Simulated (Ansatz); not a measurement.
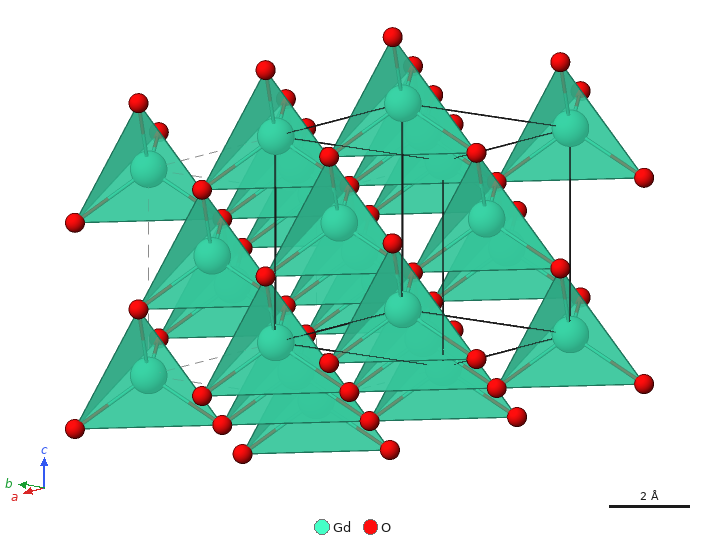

We look at a polyhedral model of the crystal from a general direction. 2×1×1 cells are drawn; the solid outline is the conventional unit cell. Some atoms of the next cells are drawn as well.

Size of the cell: a = 5.31 Å, b = 5.31 Å, c = 5.31 Å, α = 90.00°, β = 90.00°, γ = 90.00°.

The composition is GdO.

Q: State the lattice type.

A: Face-centred cubic.

Q: Which prototype does it follow?

A: Zinc blende (sphalerite type).

Q: Describe the connectivity.

A: The bonds build a three-dimensional framework.

The cell started as a structure type known for this compound. The cell was then strained or its atoms displaced on purpose. It was run through Ansatz as a DFT input.

At this level of theory the cell isn't at rest (compressed, at 4 GPa), so its distances can differ from those at equilibrium, the more so the softer the solid.
